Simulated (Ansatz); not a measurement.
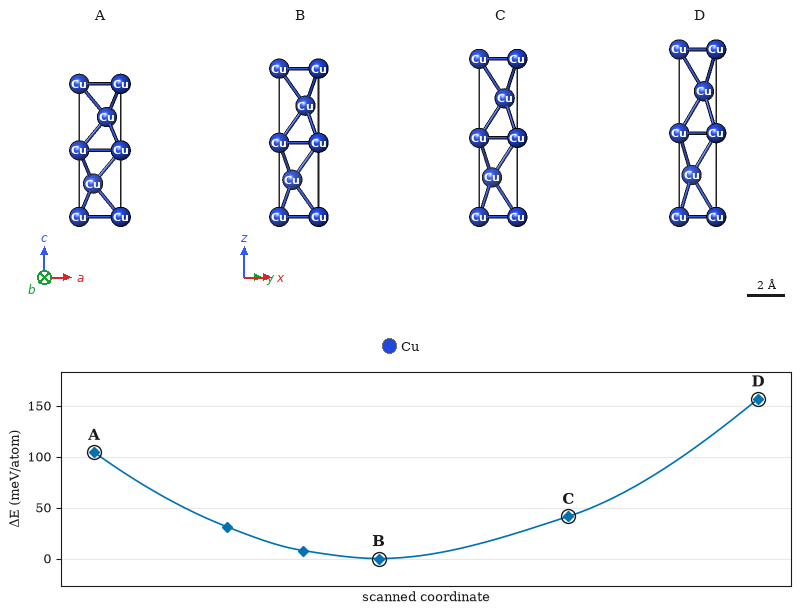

Frames of a one-coordinate scan of a crystal of Cu (P6_3/mmc). x, y and z are the Cartesian axes of the input. A ball-and-stick model of the cell of the calculation, repeated 1 × 1 × 1 with one cell outlined, seen along the b axis.

Method: DFT PBEsol, scalar-relativistic, plane waves, PAW (Ansatz 0.2.0). Settings: plane-wave cutoff 420 eV; k-point mesh 24 × 24 × 8; occupations gaussian; smearing width 0.15 eV; no spin polarisation. Energies (free energies at the smearing named) are counted from the relaxed crystal.

What is being scanned?

The ratio of the cell's length along z to its lengths across, counted as 1 for the reference, is changed at fixed volume (a c/a path), with the atoms kept at their fractional coordinates. In the frames the relative ratio is 0.85 (A), 1.00 (B), 1.10 (C), 1.20 (D). Of the computed points the lowest is at the relative ratio 1.00, 0.0 meV/atom. The end points stand at 104.3 meV/atom (0.85) and 156.7 meV/atom (1.20). The distortion keeps the space group P6_3/mmc. At the relative ratio 1.20 the cell of the drawing goes a 2.520 → 2.371 Å, b 2.520 → 2.371 Å, c 8.235 → 9.300 Å.
